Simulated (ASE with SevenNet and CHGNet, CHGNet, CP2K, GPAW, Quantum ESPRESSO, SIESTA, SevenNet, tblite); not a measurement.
# Running twisted h-SiC/h-AlN monolayer on bilayer, 46.83° (114 atoms) with machine-learned potentials

Aim: run twisted h-SiC/h-AlN monolayer on bilayer, 46.83° (114 atoms) in machine-learned potentials and see how near its forces come to a plane-wave reference, and at what cost.

Calculated with ASE with SevenNet and CHGNet; the method is named at each step.

### Step 1. The starting structure

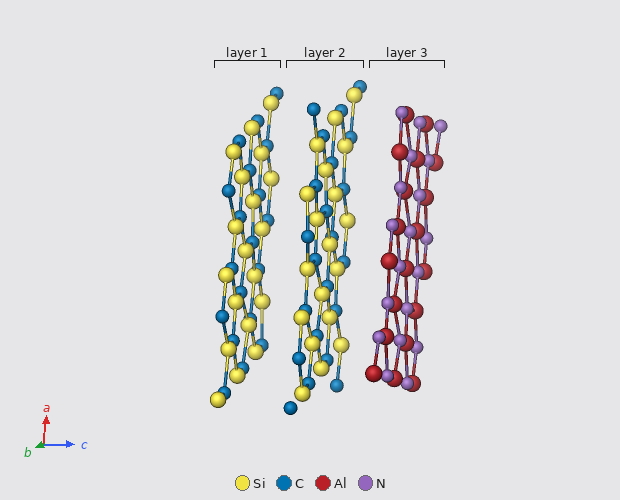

Start, viewed from the side, with the c axis across the page; silicon yellow, carbon blue, aluminium red, nitrogen purple. Bonds to atoms that aren't drawn are left out. Some periodic images of atoms are drawn too.

The cell holds 114 atoms: 38 Si, 38 C, 19 Al and 19 N. Its edges and angles: a = 13.578 Å, b = 13.578 Å, c = 18.580 Å, α = 90.0°, β = 90.0°, γ = 120.0°. It derives from SiC. H-SiC (a = 3.1 Å) under h-AlN (a = 3.13 Å), monolayer on bilayer, commensurate cell of 19 unit cells a layer, twist 46.83 deg, both strained to the mean lattice constant; facing planes 3.19, 3.39 Å apart; 12 Å of vacuum; layers as built, displaced by a Gaussian of 0.01 Å. Then every atom was moved at random, 0.05 Å r.m.s. a Cartesian component. Regions: layer 1, 38 atoms (19 Si and 19 C); layer 2, 38 atoms (19 Si and 19 C); layer 3, 38 atoms (19 Al and 19 N). Vacuum lies along c.

The yardstick, on the same geometry:

```
method                                           : Kohn-Sham DFT, PBE, SSSP efficiency 1.3.0 pseudopotentials, plane waves (Quantum ESPRESSO 7.5); sssp-pbe-1.3.0-efficiency, cutoffs 60/480 Ry, Γ point
r.m.s. force component                           : 1.783 eV/Å
longest force                                    : 8.011 eV/Å
gap (highest filled to lowest empty level) : 2.044 eV
time                                             : 15 min on 4 MPI ranks of Arm Neoverse V1, shared host
CPU time                                         : 60 min
```

### Step 2. SevenNet 0 potential

Method: machine-learned interatomic potential SevenNet 0, trained on PBE(+U) plane-wave data.

Input file run.py:

```python
import numpy as np
from ase.io import read
import mlip  # loads the published weights by name

atoms = read("structure.xyz")
atoms.calc = mlip.calc("7net-0")
energy = atoms.get_potential_energy()
forces = atoms.get_forces()
print(f"energy {energy:.6f} eV")
print("forces (eV/A)")
for i, (a, f) in enumerate(zip(atoms, forces)):
    print(f"{i:4d} {a.symbol:2s} {f[0]:10.5f} {f[1]:10.5f} {f[2]:10.5f}")
```

Input file structure.xyz:

```xyz
114
Lattice="13.57800 0.00000 0.00000 -6.78900 11.75889 0.00000 0.00000 0.00000 18.58000" Properties=species:S:1:pos:R:3 pbc="T T T"
Si -2.80942 9.11149 6.04277
C -1.73486 7.68326 5.97087
Si 3.59328 0.46354 5.92535
C -2.14560 10.77655 5.94058
Si 0.71841 1.66765 5.99892
C 1.74600 0.17921 6.00468
Si 0.39777 4.81280 6.12174
C 1.39249 3.29590 5.93166
Si -0.03646 7.83013 5.99075
C 1.10471 6.39002 5.93241
Si -0.32146 10.89614 5.99354
C 0.69329 9.43016 5.96808
Si 3.31330 3.43571 5.99298
C 4.23919 2.09708 5.91903
Si 2.89483 6.60803 6.04407
C 3.96321 5.20178 6.07993
Si 2.48858 9.65852 6.03701
C 3.62200 8.24545 5.95229
Si 8.89542 1.05677 5.99744
C 3.28289 11.35721 5.88837
Si 5.99822 2.29628 5.98183
C 7.10279 0.82359 5.94077
Si 5.72116 5.41861 6.00766
C 6.75818 3.87079 5.99168
Si 5.33140 8.48898 5.95991
C 6.30725 7.07391 6.01918
Si 4.94348 11.59568 6.00896
C 6.12252 10.15298 5.98536
Si 8.53561 4.12960 5.99595
C 9.57154 2.69090 5.96864
Si 8.17280 7.21961 6.00506
C 9.16644 5.82030 5.99428
Si -5.70038 10.31196 5.95526
C -4.67524 8.84563 5.96418
Si 11.43390 2.87387 6.03144
C 12.54689 1.48750 6.01936
Si -2.42720 5.88579 5.98034
C -1.45780 4.57339 5.96418
Si -2.13317 10.73105 9.20416
C -1.10892 9.26859 9.10513
Si 4.31957 2.09520 9.15938
C 5.34002 0.62028 9.17796
Si 1.50295 3.34352 9.20360
C 2.54703 1.80393 9.18186
Si 1.08875 6.34357 9.29093
C 2.11511 4.94308 9.25693
Si 0.66973 9.51894 9.10383
C 1.81789 8.04085 9.16068
Si 7.12872 0.82524 9.23426
C 1.38061 11.06206 9.25303
Si 3.91467 5.18167 9.26473
C 4.96982 3.69888 9.09454
Si 3.53788 8.28720 9.13820
C 4.64415 6.77982 9.27012
Si 3.13917 11.43517 9.15734
C 4.28990 9.84207 9.23222
[... 54 atom lines left out ...]
Al 10.24100 3.51461 12.54856
N 9.53325 5.08925 12.57569
Al 8.24782 8.42783 12.48576
N 7.49770 10.16685 12.59111
```

Started as:

```sh
$ OMP_NUM_THREADS=1 python run.py > output.txt
```

Output:

```text
energy -769.279785 eV
forces (eV/A)
   0 Si   -1.17660   -0.04610    0.25052
   1 C    -2.39733   -2.12266   -0.25264
   2 Si   -1.55602   -0.77061    0.51043
   3 C     0.63173   -0.36082   -0.17890
   4 Si    0.36673   -0.68423    0.49243
   5 C     1.61695    1.36978   -0.43365
   6 Si   -1.29001   -1.44465    0.06568
   7 C     2.06683    1.03244    0.08338
   8 Si    1.74120   -0.74480    0.40725
   9 C    -0.01415    1.40857   -0.09573
  10 Si   -0.78055    0.26194    0.31283
  11 C     0.87324    0.99540   -0.11172
  12 Si   -3.76501    4.35281    0.53447
  13 C     2.45980   -2.84227   -0.42807
  14 Si   -0.34803    0.48758    0.31842
  15 C    -0.66083   -1.96486   -0.33677
  16 Si    0.71971    0.62271    0.08968
  17 C    -1.87743    0.25406   -0.08463
  18 Si    0.35952   -1.07910    0.20292
  19 C    -4.01202   -0.41554    0.01763
  20 Si    0.52310   -1.10281    0.33803
  21 C     0.00758    0.21790   -0.07173
  22 Si    0.39353   -1.02767    0.48567
  23 C    -0.26864    1.88153   -0.24079
[...]
106 Al   -4.56272   -0.25171   -0.26707
 107 N     1.63040    0.41122    0.09615
 108 Al    0.17829   -2.65379   -0.04310
 109 N    -1.72825    2.62502    0.09373
 110 Al    3.21037    0.25822   -0.20208
 111 N     1.07233    2.34418    0.06190
 112 Al   -0.25134    0.19280    0.07609
 113 N    -0.65496   -2.51028   -0.08805
```

Wall time 9 s (1 thread of Arm Neoverse V1, shared host); peak memory 1 GiB.

Banners, paths, timers and routine set-up lines are dropped from the logs unmarked, and long logs keep their key lines alone; longer cuts are marked.

Compared with the plane-wave run:

| Quantity | Value |
| --- | --- |
| r.m.s. force component | 1.552 eV/Å |
| r.m.s. difference of force components | 354 meV/Å |
| longest difference of force vectors | 1669 meV/Å |
| force difference over r.m.s. force | 19.86 % |
| slope of forces against the reference's | 0.8594 |
| correlation of force components | 0.9869 |

Length of the force difference by element (eV/Å):

| element | atoms | mean | most |
| --- | --- | --- | --- |
| Al | 19 | 0.54 | 1.1 |
| C | 38 | 0.37 | 0.76 |
| N | 19 | 0.43 | 0.89 |
| Si | 38 | 0.78 | 1.7 |

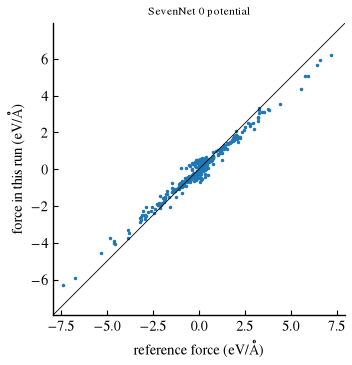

Force components against those of the reference; the line marks equality.

A closer look about C16, picked at random: 11 atoms, nearest first, numbered in the order of the input, with positions taken from that point.

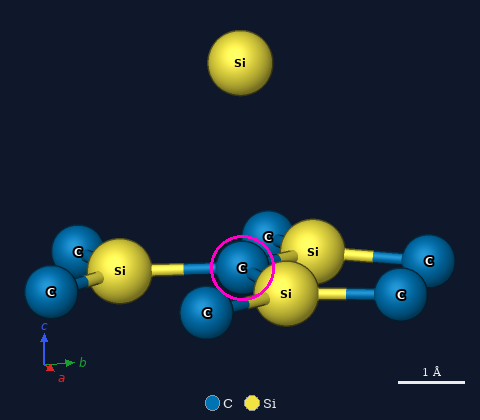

The atoms of the table, within 3.2 Å (arrows a, b, c point along x, y, z); some may hide others; the central atom is ringed.

| atom | x | y | z | distance (Å) | Fx | Fy | Fz (eV/Å) |
| --- | --- | --- | --- | --- | --- | --- | --- |
| C16 | 0.00 | 0.00 | 0.00 | 0.00 | -0.66 | -1.96 | -0.34 |
| Si15 | -1.07 | 1.41 | -0.04 | 1.77 | -0.35 | 0.49 | 0.32 |
| Si23 | 1.76 | 0.22 | -0.07 | 1.77 | 0.39 | -1.03 | 0.49 |
| Si13 | -0.65 | -1.77 | -0.09 | 1.88 | -3.77 | 4.35 | 0.53 |
| C26 | 2.34 | 1.87 | -0.06 | 3.00 | 2.78 | -0.95 | -0.16 |
| C18 | -0.34 | 3.04 | -0.13 | 3.07 | -1.88 | 0.25 | -0.08 |
| C24 | 2.79 | -1.33 | -0.09 | 3.10 | -0.27 | 1.88 | -0.24 |
| C10 | -2.86 | 1.19 | -0.15 | 3.10 | -0.01 | 1.41 | -0.10 |
| C14 | 0.28 | -3.10 | -0.16 | 3.12 | 2.46 | -2.84 | -0.43 |
| Si51 | -0.05 | -0.02 | 3.18 | 3.19 | -0.28 | -1.18 | -0.62 |
| C8 | -2.57 | -1.91 | -0.15 | 3.20 | 2.07 | 1.03 | 0.08 |

Atoms are counted from 1 here, from 0 in the log.

Forces lie 20 % from the reference's, at 0.0025 times its CPU time (on 1 against 4 cores).

### Step 3. CHGNet 0.3.0 potential

Method: machine-learned interatomic potential CHGNet 0.3.0, trained on PBE(+U) plane-wave data.

run.py, as its differences from that of step 2:

```diff
@@ -5,3 +5,3 @@
 atoms = read("structure.xyz")
-atoms.calc = mlip.calc("7net-0")
+atoms.calc = mlip.calc("chgnet-0.3.0")
 energy = atoms.get_potential_energy()
```

structure.xyz is that of step 2.

Output:

```text
CHGNet v0.3.0 initialized with 412,525 parameters
CHGNet will run on cpu
energy -775.329163 eV
forces (eV/A)
   0 Si   -1.28808   -0.16456   -0.25757
   1 C    -2.40428   -2.14775    0.13160
   2 Si   -1.09359   -0.76300    0.06224
   3 C     0.26876   -0.05741    0.16329
   4 Si    0.30169   -0.50370   -0.05428
   5 C     1.27916    0.85479    0.00295
   6 Si   -0.93719   -1.35896   -0.47151
   7 C     1.61751    0.76279    0.34962
   8 Si    2.15213   -0.69640   -0.13603
   9 C     0.03478    1.01319    0.24743
  10 Si   -0.45673    0.46223   -0.21444
  11 C     0.69408    0.73415    0.17408
  12 Si   -3.74937    4.65285    0.08410
  13 C     2.14818   -2.86680   -0.09933
  14 Si   -0.42662    0.13241   -0.20923
  15 C    -0.44778   -1.68649    0.06805
  16 Si    0.60369    0.68603   -0.36231
  17 C    -1.71220    0.34431    0.18160
  18 Si    0.28522   -0.94501   -0.23102
  19 C    -3.62148   -0.52525    0.23118
  20 Si    0.68377   -1.05106   -0.17340
  21 C    -0.09803    0.10225    0.23889
  22 Si    0.29202   -1.26471   -0.09182
  23 C    -0.22110    1.26859    0.07009
[...]
106 Al   -4.82240   -0.04995   -0.02460
 107 N     1.68223    0.25070    0.13680
 108 Al    0.37404   -2.89276    0.11791
 109 N    -1.71463    2.79920    0.07493
 110 Al    3.30069    0.31754   -0.04141
 111 N     0.89942    2.30852    0.11338
 112 Al   -0.13660    0.15351    0.19385
 113 N    -1.08759   -2.62668    0.03686
```

Elapsed: 4.1 s, on 1 thread; peak memory 0.88 GiB.

Against the reference:

* r.m.s. force component: 1.517 eV/Å
* r.m.s. difference of force components: 346.9 meV/Å
* longest difference of force vectors: 1423 meV/Å
* force difference over r.m.s. force: 19.46 %
* slope of forces against the reference's: 0.8433
* correlation of force components: 0.9908

Against the first run (20 %), the force difference from the reference is 19 %, at 0.45 times the CPU time.

### Step 4. CHGNet r2SCAN potential

Method: machine-learned interatomic potential CHGNet r2SCAN, trained on r2SCAN plane-wave data.

run.py, as its differences from that of step 3:

```diff
@@ -5,3 +5,3 @@
 atoms = read("structure.xyz")
-atoms.calc = mlip.calc("chgnet-0.3.0")
+atoms.calc = mlip.calc("chgnet-r2scan")
 energy = atoms.get_potential_energy()
```

structure.xyz is that of step 3.

Output:

```text
CHGNet vr2scan initialized with 412,525 parameters
CHGNet will run on cpu
energy -1018.832947 eV
forces (eV/A)
   0 Si   -1.44895   -0.29279   -0.30119
   1 C    -2.14580   -2.32966    0.14954
   2 Si   -1.09111   -0.58913    0.02222
   3 C     0.19299   -0.03067    0.19284
   4 Si    0.32930   -0.50987   -0.12025
   5 C     1.25981    0.88217    0.03843
   6 Si   -1.02774   -1.25176   -0.44540
   7 C     1.78056    0.64016    0.35947
   8 Si    1.69519   -0.75167   -0.20530
   9 C     0.00477    1.22352    0.25326
  10 Si   -0.60054    0.48365   -0.22101
  11 C     0.80326    0.61736    0.17029
  12 Si   -3.38007    4.56013    0.01904
  13 C     1.82273   -2.64403   -0.01325
  14 Si   -0.46937    0.11762   -0.21407
  15 C    -0.84185   -2.04890    0.06407
  16 Si    0.52570    1.00670   -0.37060
  17 C    -1.40932    0.27919    0.19500
  18 Si    0.48111   -1.29573   -0.24795
  19 C    -3.56762   -0.38014    0.29074
  20 Si    0.67307   -1.04092   -0.21860
  21 C    -0.21727    0.20588    0.26140
  22 Si    0.50756   -1.41587   -0.18761
  23 C    -0.40343    1.39443    0.12247
[...]
106 Al   -4.11565   -0.06251   -0.10736
 107 N     1.35930    0.31147    0.07707
 108 Al    0.29418   -2.60141    0.01590
 109 N    -1.51230    2.43845    0.05744
 110 Al    2.64945    0.31888   -0.10660
 111 N     0.73960    1.89073    0.03935
 112 Al   -0.12029    0.18727    0.07433
 113 N    -0.70689   -2.20599   -0.05726
```

Elapsed: 3.7 s, on 1 thread; peak memory 0.88 GiB.

Against the reference:

* r.m.s. force component: 1.36 eV/Å
* r.m.s. difference of force components: 485.9 meV/Å
* longest difference of force vectors: 2360 meV/Å
* force difference over r.m.s. force: 27.26 %
* slope of forces against the reference's: 0.7537
* correlation of force components: 0.9882

Against the first run (20 %), the force difference from the reference is 27 %, at 0.42 times the CPU time; this potential was trained at another functional than the reference's, which explains only part of so large a difference.

### Step 5. Side by side

Differences are against the plane-wave reference, forces as r.m.s. over components; share is that over the reference's r.m.s. force, slope the least-squares factor from reference forces to these. Total energies of different programs have different zeros and aren't compared.

| run | Δ force, r.m.s. (meV/Å) | share (%) | slope | cores | CPU time | memory (GiB) |
| --- | --- | --- | --- | --- | --- | --- |
| reference | - | - | - | 4 | 60 min | 11 |
| SevenNet 0 potential | 354 | 19.9 | 0.859 | 1 | 8.8 s | 1.0 |
| CHGNet 0.3.0 potential | 347 | 19.5 | 0.843 | 1 | 4 s | 0.88 |
| CHGNet r2SCAN potential | 486 | 27.3 | 0.754 | 1 | 3.7 s | 0.88 |

Times of the machine-learned potentials are mostly Python's start and the loading of weights.

CPU time is summed over cores on a shared host, where runs went side by side, so it is rough. Symmetry, cutoffs, thresholds, outputs and thread counts weren't matched or tuned between programs; memory under MPI is the largest rank's times the ranks.

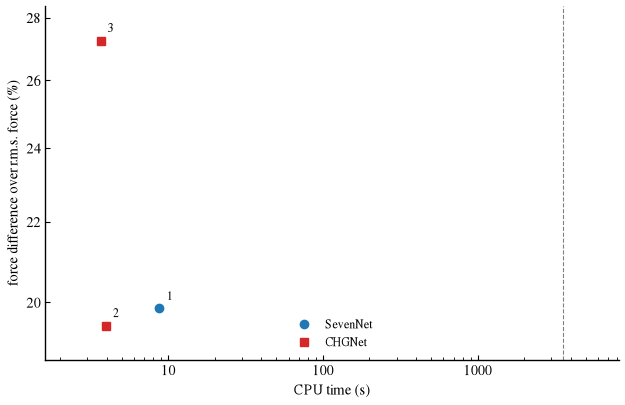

Force difference against CPU time; the dashed line marks the reference's time. Points: 1 SevenNet 0 potential; 2 CHGNet 0.3.0 potential; 3 CHGNet r2SCAN potential.

### Step 6. Summary of results

| Property | Result |
| --- | --- |
| nearest in forces | CHGNet 0.3.0 potential, 19 % |
| its CPU time | 4 s |

What this shows: Machine-learned potentials differ by 19 % (CHGNet 0.3.0 potential) to 27 % (CHGNet r2SCAN potential); they were trained on other programs' data, some at another functional. Among those trained on PBE data the slope goes as low as 0.84, which softening far from their training structures can give, though the reference's k-sampling is untested too. Machine-learned potentials mimic data converged in k, so the reference's own k-point error enters their differences. The reference's PBE has no dispersion term, which matters for the binding between molecules or layers. The electronic-structure runs sample only Γ, in a cell whose shortest periodic width is 12 Å.

[Also dropped from logs without a mark: logging warnings of Python, and SIESTA's first energy breakdown and zero terms.]

[Logs are printed without paths, hosts, clocks, repeated set-up lines and the standing remarks that a program may print on its own settings, such as how far it seeks lower states.]

[Hosts, paths, dates, database ids (printed as entryN), source tags and the programs' standing remarks are cut or masked in the printed files.]
